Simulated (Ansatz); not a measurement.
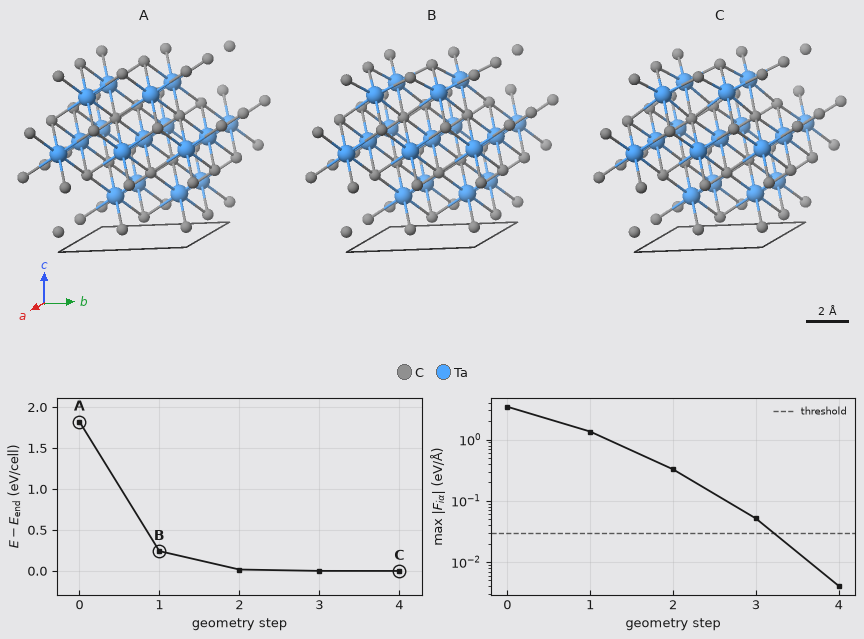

Frames of a constrained relaxation of a slab of composition Ta3C4 (cut from the Fm-3m phase), marked on the history of the run. Style: ball-and-stick. Shown: the cell of the calculation, outlined in the plane, without the vacuum (origin shifted), slightly off an axis.

Case: clean slab, lower half held. The slab is the (1 1 1) face of TaC. 12 atoms are held fixed.

These are results of DFT PBE+D3(BJ), scalar-relativistic, plane waves, PAW (Ansatz 0.2.0), not measurements. (plane-wave cutoff 420 eV; k-point mesh 6 × 6 × 1; occupations gaussian; smearing width 0.1 eV; no spin polarisation; dipole correction; atoms relaxed in a fixed cell; force threshold 0.03 eV/Å; at most 70 steps)

Describe the path.

Answer. Over 4 geometry steps the energy falls by 1.824 eV per cell of the calculation. The largest force component goes from 3.4 to 0.0041 eV/Å. The largest moves, 0.15 Å, are those of C atoms. By element the largest moves are C 0.15 Å, Ta 0.13 Å. The lattice vectors keep their values. Among the contacts that change: C–Ta 2.222 → 2.073 Å, C–Ta 2.222 → 2.318 Å, Ta–Ta 3.143 → 3.221 Å, C–Ta 2.222 → 2.186 Å. Among the angles between lasting bonds that change: C–Ta–C 180.0° → 170.4°, Ta–C–Ta 90.0° → 98.6°, C–Ta–C 90.0° → 98.6°. The run may lie on a higher electronic state than the lowest, so the end point isn't shown to be the ground-state structure. The run took 74 s on 4 threads of Intel(R) Xeon(R) 6975P-C (Granite Rapids), with other jobs on the host, peak memory 2.6 GiB. From step 0 to 1: C atoms move most (0.18 Å), energy −1.581 eV per cell of the calculation. From step 1 to 4: C atoms move most (0.07 Å), energy −0.242 eV per cell of the calculation.
